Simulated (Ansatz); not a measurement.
```yaml
crystal:
  lattice:
    - [5.58503, 0.00000, 0.00000]
    - [0.00000, 5.58503, 0.00000]
    - [0.00000, 0.00000, 11.17561]
  atoms:
    - { symbol: Si, position: [0.85937, 0.25000, 0.12500] }
    - { symbol: Si, position: [0.35937, 0.75000, 0.62500] }
    - { symbol: Si, position: [0.75000, 0.35937, 0.37500] }
    - { symbol: Si, position: [0.25000, 0.85937, 0.87500] }
    - { symbol: Si, position: [0.25000, 0.64063, 0.37500] }
    - { symbol: Si, position: [0.75000, 0.14063, 0.87500] }
    - { symbol: Si, position: [0.14063, 0.75000, 0.12500] }
    - { symbol: Si, position: [0.64063, 0.25000, 0.62500] }
    - { symbol: O, position: [0.28438, 0.71562, 0.00000] }
    - { symbol: O, position: [0.78438, 0.21562, 0.50000] }
    - { symbol: O, position: [0.71562, 0.28438, 0.00000] }
    - { symbol: O, position: [0.21562, 0.78438, 0.50000] }
    - { symbol: O, position: [0.00000, 0.50000, 0.36490] }
    - { symbol: O, position: [0.50000, 0.00000, 0.86490] }
    - { symbol: O, position: [0.00000, 0.00000, 0.88510] }
    - { symbol: O, position: [0.50000, 0.50000, 0.38510] }
    - { symbol: O, position: [0.00000, 0.00000, 0.11490] }
    - { symbol: O, position: [0.50000, 0.50000, 0.61490] }
    - { symbol: O, position: [0.28438, 0.78438, 0.25000] }
    - { symbol: O, position: [0.78438, 0.28438, 0.75000] }
    - { symbol: O, position: [0.71562, 0.21562, 0.25000] }
    - { symbol: O, position: [0.21562, 0.71562, 0.75000] }
    - { symbol: O, position: [0.00000, 0.50000, 0.13510] }
    - { symbol: O, position: [0.50000, 0.00000, 0.63510] }
```

Space group I4₁22; a structure from a database of computed crystals, not necessarily the ambient phase.

Method: DFT LDA, scalar-relativistic, plane waves, PAW (Ansatz).

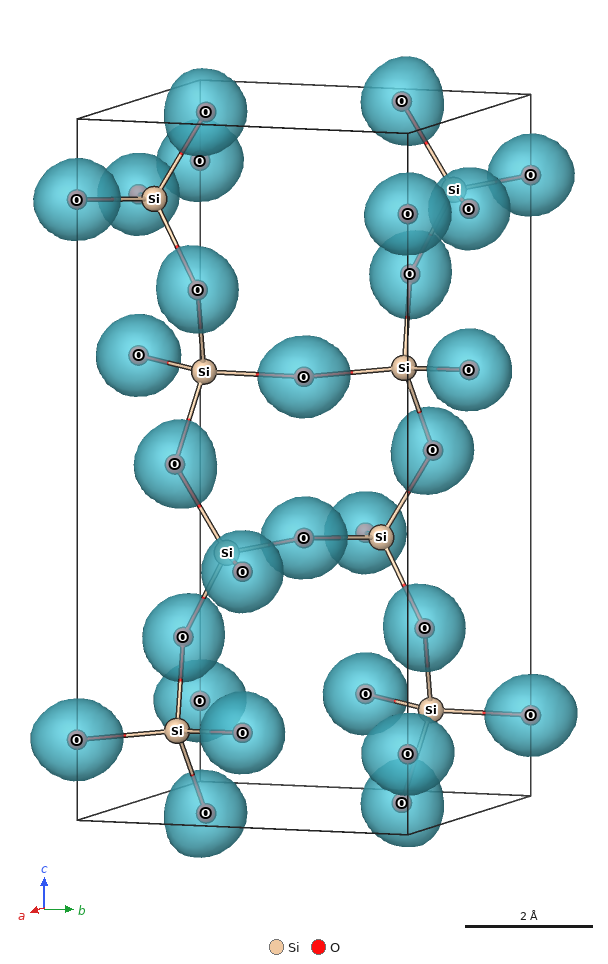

SiO₂. Isosurface of the valence electron density at 1.5 e/Å³ (cyan), seen slightly off an axis. Sticks mark near contacts.

The density is the valence pseudo-density of a PAW calculation; it isn't the true density close to the nuclei.

Question: What does this surface tell about the bonding?

Answer: At this value the density breaks into separate islands; it holds about 50 % of the electrons treated as valence. It bridges none of the near contacts. It is pinched off along the sampled Si–O (1.61 Å) contacts. On the grid the lowest density along these lines, outside the cores, is 1.1 e/Å³ (Si–O, 1.61 Å).

Question: Does the calculation give a band gap?

Answer: It is gapped, with a Kohn–Sham gap of 4.8 eV on the k-point mesh (the band edges may lie off the mesh, which would make the gap smaller).
